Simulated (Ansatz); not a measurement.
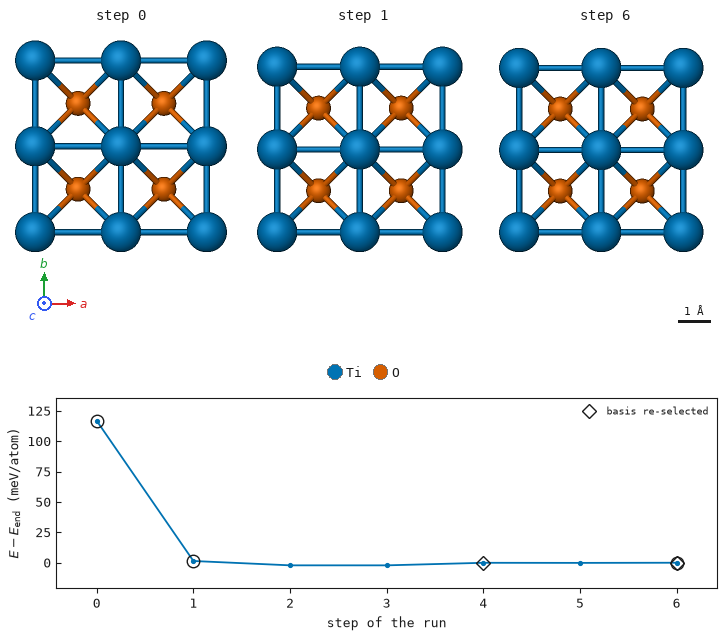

Frames of a relaxation of crystalline TiO (a generated structure, set up in Pm-3m), marked on the history of the run. Style: ball-and-stick. Shown: the cell of the calculation, repeated 2 × 2 × 1 with one cell outlined, along the c axis.

The run lets cell and atoms move.

Method: Kohn-Sham DFT of a periodic cell, HSEsol, Ansatz PAW in Ansatz 0.2.0.

Input file:
```yaml
crystal:
  lattice:
    - [2.70834008, 0.0, 0.0]
    - [0.0, 2.70834008, 0.0]
    - [0.0, 0.0, 2.70834008]
  atoms:
    - { symbol: Ti, position: [0.0, 0.0, 0.0] }
    - { symbol: O, position: [0.5, 0.5, 0.5] }
hamiltonian:
  xc:
    exchange: hjs_pbesol
    correlation: pbesol
    exx: { coeff: 0.25, omega: 0.207 }
  pseudopotentials: { kind: paw }
kpoints:
  mp_grid: { grid: [5, 5, 5] }
scf:
  occupations: { method: fermi_dirac, width: 0.05 }
output:
  forces: true
  stress: true
  eigenvalues: true
relax:
  f_tol: 0.01
  max_steps: 40
  cell: { stress_tol: 0.05 }
```

Command:
```bash
ansatz run input.yaml --threads 2 --pin off --max-ram 5632MiB --backend cpu --events-out ev --progress --plain --runs-dir out
```

Q: Describe the path.

A: After 4 accepted moves (6 points after the start) the energy has fallen by 117 meV per atom. All forces vanish by symmetry, so only the cell relaxes. Pressure: −26.83 GPa at the start and 0.00 GPa at the end. At 2 points the geometry stayed and the basis and grid were re-selected for the new cell (energy shift of 2.1 meV per atom at most each time). No atom moves by more than 0.005 Å relative to the cell. The drawn cell changes as follows: a = b = c 2.708 → 2.591 Å (−4.3 %); the volume changes by −12.5 %. Among the contacts that change: Ti–Ti 2.708 → 2.591 Å, O–Ti 2.345 → 2.244 Å. The space group stays Pm-3m (No. 221). The run took 44 s on 2 threads of Arm Neoverse V1, with other jobs on the host, peak memory 0.62 GiB. From step 0 to 1: volume −10.5 %, energy −115 meV per atom. From step 1 to 6: volume −2.2 %, energy −1.4 meV per atom.

| step | E − E(0), meV/atom | pressure, GPa | volume, Å³/atom | note |
| --- | --- | --- | --- | --- |
| 0 | 0.00 | -26.83 | 9.933 |  |
| 1 | -115.37 | -5.21 | 8.886 |  |
| 2 | -118.95 | 1.29 | 8.666 |  |
| 3 | -118.96 | -0.04 | 8.709 |  |
| 4 | -116.85 | -0.50 | 8.709 | same geometry, new basis |
| 5 | -116.93 | 0.00 | 8.693 |  |
| 6 | -116.80 | 0.00 | 8.693 | same geometry, new basis |

Limits of the set-up: the k-point mesh is coarse for a cell with partly filled bands.
